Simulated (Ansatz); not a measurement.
## Run report: Si25O48 (charge −1), geometry relaxation (part 2 of 3)

Continued. System: Si25O48 (defect cell, 73 atoms in the cell, total charge −1). Method: DFT, PBEsol, PAW, plane waves (Ansatz 0.2.0); cutoff 420 eV, 1×1×1 k-mesh, Fermi–Dirac smearing of 0.01 eV. 

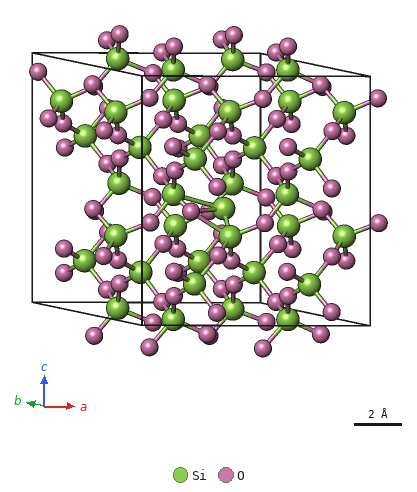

**Figure 1.** The input geometry (ball-and-stick view of the cell of the calculation, seen at an oblique angle; bonded neighbours outside the cell are drawn too).

What the program printed, continued:
```
relax step  11: F+E_penalty+E_count = -42527.75921369 eV  Δ(F+E_penalty+E_count) = -4.008e-2 eV  max|allowed force component| = 3.146e-1 eV/Å  Δτ_max = 0.1000 Å  (7 SCF iters, dr2 threshold 1.00e-4 eV, accepted)
preconditioner: auto → Resta (q_TF=auto, 2.362 Å⁻¹)  ε∞=3.1  [insulator: Δε(μ)=0.843 eV  Ē_g=16.455 eV  σ=0.010 eV  W_gap=1.00  n_scr=212 (ndim 8)  ℏωp=24.1 eV  f_vac=0.098  D(μ)=0.00/eV (n_scr^D=0)  ε∞_Penn≈3.1]
spin=Collinear: Resta preconditioning applied to the charge; magnetization (m = ρ↑ − ρ↓) channel mixes plain (no charge-response kernel on spin).
relax step  12: F+E_penalty+E_count = -42527.78726780 eV  Δ(F+E_penalty+E_count) = -2.805e-2 eV  max|allowed force component| = 6.079e-1 eV/Å  Δτ_max = 0.0988 Å  (7 SCF iters, dr2 threshold 3.90e-5 eV, accepted)
preconditioner: auto → Resta (q_TF=auto, 2.362 Å⁻¹)  ε∞=3.2  [insulator: Δε(μ)=0.805 eV  Ē_g=16.416 eV  σ=0.010 eV  W_gap=1.00  n_scr=212 (ndim 8)  ℏωp=24.1 eV  f_vac=0.099  D(μ)=0.00/eV (n_scr^D=0)  ε∞_Penn≈3.2]
spin=Collinear: Resta preconditioning applied to the charge; magnetization (m = ρ↑ − ρ↓) channel mixes plain (no charge-response kernel on spin).
relax step  13: F+E_penalty+E_count = -42527.83915491 eV  Δ(F+E_penalty+E_count) = -5.189e-2 eV  max|allowed force component| = 1.125e0 eV/Å  Δτ_max = 0.1646 Å  (7 SCF iters, dr2 threshold 1.00e-4 eV, accepted)
preconditioner: auto → Resta (q_TF=auto, 2.362 Å⁻¹)  ε∞=3.1  [insulator: Δε(μ)=0.919 eV  Ē_g=16.435 eV  σ=0.010 eV  W_gap=1.00  n_scr=212 (ndim 8)  ℏωp=24.1 eV  f_vac=0.099  D(μ)=0.00/eV (n_scr^D=0)  ε∞_Penn≈3.1]
spin=Collinear: Resta preconditioning applied to the charge; magnetization (m = ρ↑ − ρ↓) channel mixes plain (no charge-response kernel on spin).
relax step  14: F+E_penalty+E_count = -42527.95358305 eV  Δ(F+E_penalty+E_count) = -1.144e-1 eV  max|allowed force component| = 8.245e-1 eV/Å  Δτ_max = 0.0881 Å  (6 SCF iters, dr2 threshold 1.00e-4 eV, accepted)
preconditioner: auto → Resta (q_TF=auto, 2.362 Å⁻¹)  ε∞=3.1  [insulator: Δε(μ)=0.958 eV  Ē_g=16.452 eV  σ=0.010 eV  W_gap=1.00  n_scr=212 (ndim 8)  ℏωp=24.1 eV  f_vac=0.101  D(μ)=0.00/eV (n_scr^D=0)  ε∞_Penn≈3.1]
spin=Collinear: Resta preconditioning applied to the charge; magnetization (m = ρ↑ − ρ↓) channel mixes plain (no charge-response kernel on spin).
relax step  15: F+E_penalty+E_count = -42528.18776803 eV  Δ(F+E_penalty+E_count) = -2.342e-1 eV  max|allowed force component| = 6.090e-1 eV/Å  Δτ_max = 0.2000 Å  (7 SCF iters, dr2 threshold 1.00e-4 eV, accepted)
preconditioner: auto → Resta (q_TF=auto, 2.362 Å⁻¹)  ε∞=3.1  [insulator: Δε(μ)=1.043 eV  Ē_g=16.469 eV  σ=0.010 eV  W_gap=1.00  n_scr=212 (ndim 8)  ℏωp=24.1 eV  f_vac=0.102  D(μ)=0.00/eV (n_scr^D=0)  ε∞_Penn≈3.1]
spin=Collinear: Resta preconditioning applied to the charge; magnetization (m = ρ↑ − ρ↓) channel mixes plain (no charge-response kernel on spin).
relax step  16: F+E_penalty+E_count = -42528.32660216 eV  Δ(F+E_penalty+E_count) = -1.388e-1 eV  max|allowed force component| = 3.479e-1 eV/Å  Δτ_max = 0.2000 Å  (6 SCF iters, dr2 threshold 1.00e-4 eV, accepted)
preconditioner: auto → Resta (q_TF=auto, 2.362 Å⁻¹)  ε∞=3.1  [insulator: Δε(μ)=1.067 eV  Ē_g=16.452 eV  σ=0.010 eV  W_gap=1.00  n_scr=212 (ndim 8)  ℏωp=24.1 eV  f_vac=0.102  D(μ)=0.00/eV (n_scr^D=0)  ε∞_Penn≈3.1]
spin=Collinear: Resta preconditioning applied to the charge; magnetization (m = ρ↑ − ρ↓) channel mixes plain (no charge-response kernel on spin).
relax step  17: F+E_penalty+E_count = -42528.32625962 eV  Δ(F+E_penalty+E_count) = +3.425e-4 eV  max|allowed force component| = 5.249e-1 eV/Å  Δτ_max = 0.2000 Å  (6 SCF iters, dr2 threshold 3.95e-5 eV, rejected (line search))
preconditioner: auto → Resta (q_TF=auto, 2.362 Å⁻¹)  ε∞=3.1  [insulator: Δε(μ)=1.058 eV  Ē_g=16.464 eV  σ=0.010 eV  W_gap=1.00  n_scr=212 (ndim 8)  ℏωp=24.1 eV  f_vac=0.102  D(μ)=0.00/eV (n_scr^D=0)  ε∞_Penn≈3.1]
spin=Collinear: Resta preconditioning applied to the charge; magnetization (m = ρ↑ − ρ↓) channel mixes plain (no charge-response kernel on spin).
relax step  18: F+E_penalty+E_count = -42528.36111991 eV  Δ(F+E_penalty+E_count) = -3.452e-2 eV  max|allowed force component| = 1.584e-1 eV/Å  Δτ_max = 0.0979 Å  (8 SCF iters, accepted)
preconditioner: auto → Resta (q_TF=auto, 2.362 Å⁻¹)  ε∞=3.1  [insulator: Δε(μ)=1.082 eV  Ē_g=16.469 eV  σ=0.010 eV  W_gap=1.00  n_scr=212 (ndim 8)  ℏωp=24.1 eV  f_vac=0.102  D(μ)=0.00/eV (n_scr^D=0)  ε∞_Penn≈3.1]
spin=Collinear: Resta preconditioning applied to the charge; magnetization (m = ρ↑ − ρ↓) channel mixes plain (no charge-response kernel on spin).
relax step  19: F+E_penalty+E_count = -42528.37158621 eV  Δ(F+E_penalty+E_count) = -1.047e-2 eV  max|allowed force component| = 1.565e-1 eV/Å  Δτ_max = 0.1000 Å  (7 SCF iters, dr2 threshold 5.20e-6 eV, accepted)
preconditioner: auto → Resta (q_TF=auto, 2.362 Å⁻¹)  ε∞=3.1  [insulator: Δε(μ)=1.054 eV  Ē_g=16.479 eV  σ=0.010 eV  W_gap=1.00  n_scr=212 (ndim 8)  ℏωp=24.1 eV  f_vac=0.103  D(μ)=0.00/eV (n_scr^D=0)  ε∞_Penn≈3.1]
spin=Collinear: Resta preconditioning applied to the charge; magnetization (m = ρ↑ − ρ↓) channel mixes plain (no charge-response kernel on spin).
relax step  20: F+E_penalty+E_count = -42528.35453251 eV  Δ(F+E_penalty+E_count) = +1.705e-2 eV  max|allowed force component| = 3.615e-1 eV/Å  Δτ_max = 0.1500 Å  (8 SCF iters, dr2 threshold 5.08e-6 eV, rejected (line search))
preconditioner: auto → Resta (q_TF=auto, 2.362 Å⁻¹)  ε∞=3.1  [insulator: Δε(μ)=1.080 eV  Ē_g=16.472 eV  σ=0.010 eV  W_gap=1.00  n_scr=212 (ndim 8)  ℏωp=24.1 eV  f_vac=0.102  D(μ)=0.00/eV (n_scr^D=0)  ε∞_Penn≈3.1]
spin=Collinear: Resta preconditioning applied to the charge; magnetization (m = ρ↑ − ρ↓) channel mixes plain (no charge-response kernel on spin).
relax step  21: F+E_penalty+E_count = -42528.38504221 eV  Δ(F+E_penalty+E_count) = -1.346e-2 eV  max|allowed force component| = 1.075e-1 eV/Å  Δτ_max = 0.0750 Å  (9 SCF iters, accepted)
preconditioner: auto → Resta (q_TF=auto, 2.362 Å⁻¹)  ε∞=3.1  [insulator: Δε(μ)=1.077 eV  Ē_g=16.468 eV  σ=0.010 eV  W_gap=1.00  n_scr=212 (ndim 8)  ℏωp=24.1 eV  f_vac=0.103  D(μ)=0.00/eV (n_scr^D=0)  ε∞_Penn≈3.1]
spin=Collinear: Resta preconditioning applied to the charge; magnetization (m = ρ↑ − ρ↓) channel mixes plain (no charge-response kernel on spin).
relax step  22: F+E_penalty+E_count = -42528.39041656 eV  Δ(F+E_penalty+E_count) = -5.374e-3 eV  max|allowed force component| = 1.183e-1 eV/Å  Δτ_max = 0.0750 Å  (6 SCF iters, dr2 threshold 5.45e-6 eV, accepted)
preconditioner: auto → Resta (q_TF=auto, 2.362 Å⁻¹)  ε∞=3.1  [insulator: Δε(μ)=1.051 eV  Ē_g=16.483 eV  σ=0.010 eV  W_gap=1.00  n_scr=212 (ndim 8)  ℏωp=24.1 eV  f_vac=0.103  D(μ)=0.00/eV (n_scr^D=0)  ε∞_Penn≈3.1]
spin=Collinear: Resta preconditioning applied to the charge; magnetization (m = ρ↑ − ρ↓) channel mixes plain (no charge-response kernel on spin).
relax step  23: F+E_penalty+E_count = -42528.39926043 eV  Δ(F+E_penalty+E_count) = -8.844e-3 eV  max|allowed force component| = 1.259e-1 eV/Å  Δτ_max = 0.1125 Å  (7 SCF iters, dr2 threshold 6.61e-6 eV, accepted)
preconditioner: auto → Resta (q_TF=auto, 2.362 Å⁻¹)  ε∞=3.1  [insulator: Δε(μ)=1.067 eV  Ē_g=16.480 eV  σ=0.010 eV  W_gap=1.00  n_scr=212 (ndim 8)  ℏωp=24.1 eV  f_vac=0.103  D(μ)=0.00/eV (n_scr^D=0)  ε∞_Penn≈3.1]
spin=Collinear: Resta preconditioning applied to the charge; magnetization (m = ρ↑ − ρ↓) channel mixes plain (no charge-response kernel on spin).
relax step  24: F+E_penalty+E_count = -42528.40006337 eV  Δ(F+E_penalty+E_count) = -8.029e-4 eV  max|allowed force component| = 3.877e-1 eV/Å  Δτ_max = 0.1184 Å  (7 SCF iters, dr2 threshold 1.59e-5 eV, accepted)
preconditioner: auto → Resta (q_TF=auto, 2.362 Å⁻¹)  ε∞=3.1  [insulator: Δε(μ)=1.072 eV  Ē_g=16.477 eV  σ=0.010 eV  W_gap=1.00  n_scr=212 (ndim 8)  ℏωp=24.1 eV  f_vac=0.102  D(μ)=0.00/eV (n_scr^D=0)  ε∞_Penn≈3.1]
spin=Collinear: Resta preconditioning applied to the charge; magnetization (m = ρ↑ − ρ↓) channel mixes plain (no charge-response kernel on spin).
relax step  25: F+E_penalty+E_count = -42528.40038121 eV  Δ(F+E_penalty+E_count) = -3.178e-4 eV  max|allowed force component| = 3.106e-1 eV/Å  Δτ_max = 0.0725 Å  (5 SCF iters, dr2 threshold 1.00e-4 eV, accepted)
preconditioner: auto → Resta (q_TF=auto, 2.362 Å⁻¹)  ε∞=3.1  [insulator: Δε(μ)=1.030 eV  Ē_g=16.429 eV  σ=0.010 eV  W_gap=1.00  n_scr=212 (ndim 8)  ℏωp=24.1 eV  f_vac=0.102  D(μ)=0.00/eV (n_scr^D=0)  ε∞_Penn≈3.1]
spin=Collinear: Resta preconditioning applied to the charge; magnetization (m = ρ↑ − ρ↓) channel mixes plain (no charge-response kernel on spin).
relax step  26: F+E_penalty+E_count = -42528.32145861 eV  Δ(F+E_penalty+E_count) = +7.892e-2 eV  max|allowed force component| = 4.927e-1 eV/Å  Δτ_max = 0.1953 Å  (6 SCF iters, dr2 threshold 6.19e-5 eV, rejected (line search))
preconditioner: auto → Resta (q_TF=auto, 2.362 Å⁻¹)  ε∞=3.1  [insulator: Δε(μ)=1.066 eV  Ē_g=16.478 eV  σ=0.010 eV  W_gap=1.00  n_scr=212 (ndim 8)  ℏωp=24.1 eV  f_vac=0.102  D(μ)=0.00/eV (n_scr^D=0)  ε∞_Penn≈3.1]
spin=Collinear: Resta preconditioning applied to the charge; magnetization (m = ρ↑ − ρ↓) channel mixes plain (no charge-response kernel on spin).
  greatest PAW one-centre occupation: 0.867 electrons in one spin orbital (limit 2), on the O atom at site 41 (counted from 0), in its partial waves of l = 0
relax step  27: F+E_penalty+E_count = -42528.39660917 eV  Δ(F+E_penalty+E_count) = +3.772e-3 eV  max|allowed force component| = 3.129e-1 eV/Å  Δτ_max = 0.0563 Å  (10 SCF iters, rejected (line search))
SCF iter   1: F=—  HF=-42528.427332 eV  |F-HF|=—  |Δ(HF+E_count)|=         —  Δρ=1.11e-3 (↑1.11e-3 ↓1.11e-3)  dr2=3.26e-2  dr2_m=3.06e-4  M=1.000 μB ∫|m|=1.063 μB  β_m=0.30  ethr=7.12e-5  ⟨swp⟩=3.5  Hψ=1050  notcnv=0  defer=134
preconditioner: auto → Resta (q_TF=auto, 2.362 Å⁻¹)  ε∞=3.1  [insulator: Δε(μ)=1.080 eV  Ē_g=16.465 eV  σ=0.010 eV  W_gap=1.00  n_scr=212 (ndim 8)  ℏωp=24.1 eV  f_vac=0.102  D(μ)=0.00/eV (n_scr^D=0)  ε∞_Penn≈3.1]
spin=Collinear: Resta preconditioning applied to the charge; magnetization (m = ρ↑ − ρ↓) channel mixes plain (no charge-response kernel on spin).
SCF iter   2: F=—  HF=-42528.422965 eV  |F-HF|=—  |Δ(HF+E_count)|=   4.37e-3  Δρ=8.05e-4 (↑8.05e-4 ↓8.00e-4)  dr2=1.69e-2  dr2_m=1.62e-4  M=1.000 μB ∫|m|=1.063 μB  β_m=0.65  ethr=8.38e-6  ⟨swp⟩=2.0  Hψ=626  notcnv=0  defer=134
SCF iter   3: F=—  HF=-42528.418758 eV  |F-HF|=—  |Δ(HF+E_count)|=   4.21e-3  Δρ=2.12e-4 (↑2.08e-4 ↓2.12e-4)  dr2=1.26e-3  dr2_m=2.10e-6  M=1.000 μB ∫|m|=1.062 μB  β_m=0.56  ethr=4.35e-6  ⟨swp⟩=3.0  Hψ=723  notcnv=0  defer=134
SCF iter   4: F=—  HF=-42528.418478 eV  |F-HF|=—  |Δ(HF+E_count)|=   2.80e-4  Δρ=7.10e-5 (↑7.10e-5 ↓6.92e-5)  dr2=1.35e-4  dr2_m=7.60e-7  M=1.000 μB ∫|m|=1.062 μB  β_m=0.78  ethr=3.24e-7  ⟨swp⟩=2.0  Hψ=714  notcnv=0  defer=134
SCF iter   5: F=—  HF=-42528.418496 eV  |F-HF|=—  |Δ(HF+E_count)|=   1.74e-5  Δρ=3.61e-5 (↑3.60e-5 ↓3.61e-5)  dr2=3.10e-5  dr2_m=1.27e-8  M=1.000 μB ∫|m|=1.062 μB  β_m=0.69  ethr=3.48e-8  ⟨swp⟩=3.0  Hψ=716  notcnv=0  defer=134
SCF iter   6: F=—  HF=-42528.417338 eV  |F-HF|=—  |Δ(HF+E_count)|=   1.16e-3  Δρ=1.18e-5 (↑1.17e-5 ↓1.18e-5)  dr2=3.45e-6  dr2_m=6.79e-9  M=1.000 μB ∫|m|=1.062 μB  β_m=0.71  ethr=7.98e-9  ⟨swp⟩=2.0  Hψ=777  notcnv=0  defer=134
SCF iter   7: F=—  HF=-42528.417338 eV  |F-HF|=—  |Δ(HF+E_count)|=   6.21e-8  Δρ=4.20e-6 (↑4.20e-6 ↓4.15e-6)  dr2=5.25e-7  dr2_m=1.66e-9  M=1.000 μB ∫|m|=1.062 μB  β_m=0.79  ethr=8.87e-10  ⟨swp⟩=2.0  Hψ=713  notcnv=0  defer=134
SCF iter   8: F=-42528.417338 eV  HF=-42528.417338 eV  |F-HF|=1.10e-8  |Δ(HF+E_count)|=   3.54e-7  Δρ=1.13e-6 (↑1.13e-6 ↓1.13e-6)  dr2=4.15e-8  dr2_m=8.76e-11  M=1.000 μB ∫|m|=1.062 μB  ethr=2.57e-11  ⟨swp⟩=17.0  Hψ=4340  notcnv=0
SCF 28 converged in 8 iterations: F = -42528.417338 eV  dr2 = 4.15e-8
relax step  28: F+E_penalty+E_count = -42528.41733849 eV  Δ(F+E_penalty+E_count) = -1.696e-2 eV  max|allowed force component| = 7.524e-2 eV/Å  Δτ_max = 0.0281 Å  (8 SCF iters, accepted)
SCF iter   1: F=—  HF=-42528.420075 eV  |F-HF|=—  |Δ(HF+E_count)|=         —  Δρ=3.55e-4 (↑3.55e-4 ↓3.50e-4)  dr2=2.72e-3  dr2_m=1.03e-5  M=1.000 μB ∫|m|=1.062 μB  β_m=0.30  ethr=8.56e-6  ⟨swp⟩=3.0  Hψ=1049  notcnv=0  defer=134
preconditioner: auto → Resta (q_TF=auto, 2.362 Å⁻¹)  ε∞=3.1  [insulator: Δε(μ)=1.060 eV  Ē_g=16.464 eV  σ=0.010 eV  W_gap=1.00  n_scr=212 (ndim 8)  ℏωp=24.1 eV  f_vac=0.103  D(μ)=0.00/eV (n_scr^D=0)  ε∞_Penn≈3.1]
spin=Collinear: Resta preconditioning applied to the charge; magnetization (m = ρ↑ − ρ↓) channel mixes plain (no charge-response kernel on spin).
SCF iter   2: F=—  HF=-42528.419719 eV  |F-HF|=—  |Δ(HF+E_count)|=   3.56e-4  Δρ=2.57e-4 (↑2.57e-4 ↓2.54e-4)  dr2=1.45e-3  dr2_m=5.61e-6  M=1.000 μB ∫|m|=1.062 μB  β_m=0.65  ethr=6.98e-7  ⟨swp⟩=1.0  Hψ=618  notcnv=0  defer=134
SCF iter   3: F=—  HF=-42528.419358 eV  |F-HF|=—  |Δ(HF+E_count)|=   3.61e-4  Δρ=4.84e-5 (↑4.82e-5 ↓4.84e-5)  dr2=5.14e-5  dr2_m=7.82e-8  M=1.000 μB ∫|m|=1.062 μB  β_m=0.59  ethr=3.73e-7  ⟨swp⟩=2.0  Hψ=711  notcnv=0  defer=134
SCF iter   4: F=—  HF=-42528.418182 eV  |F-HF|=—  |Δ(HF+E_count)|=   1.18e-3  Δρ=2.01e-5 (↑2.00e-5 ↓2.01e-5)  dr2=7.42e-6  dr2_m=3.78e-8  M=1.000 μB ∫|m|=1.062 μB  β_m=0.79  ethr=1.32e-8  ⟨swp⟩=2.0  Hψ=735  notcnv=0  defer=134
SCF iter   5: F=—  HF=-42528.418183 eV  |F-HF|=—  |Δ(HF+E_count)|=   1.72e-6  Δρ=8.99e-6 (↑8.98e-6 ↓8.99e-6)  dr2=1.82e-6  dr2_m=8.40e-10  M=1.000 μB ∫|m|=1.062 μB  β_m=0.69  ethr=1.91e-9  ⟨swp⟩=3.0  Hψ=759  notcnv=0  defer=134
SCF iter   6: F=—  HF=-42528.418183 eV  |F-HF|=—  |Δ(HF+E_count)|=   6.16e-7  Δρ=2.63e-6 (↑2.59e-6 ↓2.63e-6)  dr2=1.73e-7  dr2_m=3.34e-10  M=1.000 μB ∫|m|=1.062 μB  β_m=0.77  ethr=4.68e-10  ⟨swp⟩=2.0  Hψ=711  notcnv=0  defer=134
SCF iter   7: F=-42528.418183 eV  HF=-42528.418183 eV  |F-HF|=7.28e-12  |Δ(HF+E_count)|=   2.75e-8  Δρ=1.13e-6 (↑1.12e-6 ↓1.13e-6)  dr2=3.84e-8  dr2_m=5.42e-11  M=1.000 μB ∫|m|=1.062 μB  ethr=2.57e-11  ⟨swp⟩=16.0  Hψ=4028  notcnv=0
SCF 29 converged in 7 iterations: F = -42528.418183 eV  dr2 = 3.84e-8
relax step  29: F+E_penalty+E_count = -42528.41818270 eV  Δ(F+E_penalty+E_count) = -8.442e-4 eV  max|allowed force component| = 1.333e-2 eV/Å  Δτ_max = 0.0084 Å  (7 SCF iters, accepted)
```

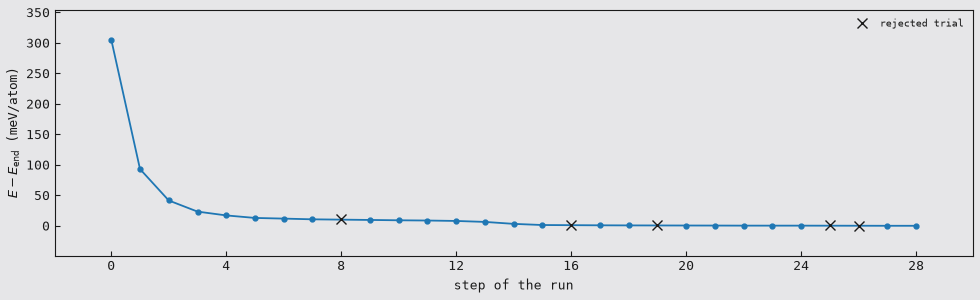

**Figure 2.** Progress of the relaxation, step by step (the first geometry is step 0 here and step 1 in the log).

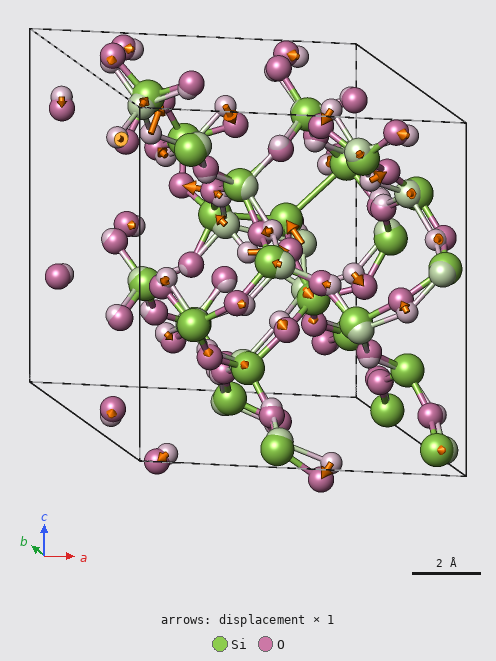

**Figure 3.** Start (faint) and end (solid) with the displacements as orange arrows, at true length (ball-and-stick view of the cell of the calculation (origin shifted), seen slightly off an axis). After 28 geometry steps the energy has fallen by 305 meV per atom. The largest force component goes from 49 to 0.013 eV/Å. The line search rejected the trial steps at points 8, 16, 19, 25, 26 (counted from 0) and went back. The atom that moves furthest is O42 (1.25 Å). Largest moves by element: O 1.25 Å, Si 0.89 Å. The lattice vectors keep their values. Distances before and after: Si18–O42 1.156 → 2.562 Å, Si13–Si25 1.645 → 2.917 Å, Si8–Si25 3.043 → 2.456 Å, Si13–O42 2.043 → 1.598 Å. Bonds break: Si13–Si25 (1.64 → 2.92 Å), Si18–O42 (1.16 → 2.56 Å). Among the angles that change: Si13–O42–Si25 48.1° → 122.6°, Si18–Si25–O42 27.7° → 78.8°, O34–Si13–O42 82.2° → 109.0°. (Atoms are counted from 1 in the order of the input.)

```
SCF converged after 7 iterations
Magnetization: 1.0000 μB (195.0000 up, 194.0000 down)
Absolute magnetization: 1.0656 μB (∫|ρ↑−ρ↓|, with the PAW one-centre terms)
Spin contamination: 0.0035 ħ² per cell (⟨S²⟩ above its minimum at these occupations)
Per-site moments (μB) at R_I (Å): [(-1.325903501862636e-6, 0.6670044505458638), (9.173512457526832e-5, 0.664910043107672), (0.00012005739451555639, 0.6666929374534302), (-1.4421355254676648e-5, 0.657550095158608), (5.186860085708689e-6, 0.666308545388483), (1.0223367013019023e-5, 0.664295467003363), (-5.858334543394531e-5, 0.6672080002825522), (0.009402878076765537, 0.6892364396595219), (-3.358953
Free energy (F): -42528.418183 eV
Harris-Foulkes:  -42528.418183 eV  (|F-HF|=7.28e-12)
Internal energy: -42528.418183 eV  (E = F + TS)
E sigma→0 (E₀):  -42528.418183 eV
Fermi energy:    7.102406 eV
--- Per-component energies (eV) ---
  E_band       = -1615.569216
  E_kinetic    = 9682.011242
  E_local      = -23707.077588  (includes V_loc(G=0)·N_el)
  E_nonlocal   = 2934.972246
  E_hartree    = 8511.777469
  E_xc         = -4903.707276
  E_vxc        = -5710.440438  (∫ρ·V_xc dr)
  E_paw        = -19840.215910  (= ΣΔE_a)
  E_vpaw       = -1838.716470  (= ΣTr[D̂ρ^β])
  E_aug_tail   = 0.124128  (compensation charges beyond the density's cutoff)
  E_ewald      = -15208.785328
  E_core_change = 2.482836  (= ΣΔE_core)
  E_smearing   = -0.000000  (= −TS)
  E_closure    = 0.000000  (closes the sum)
  E_deformation_potential = -11.950218  (in the stress; not in F)
  Σ components = -42528.418183   (vs F -42528.418183, Δ=0.00e0)
```
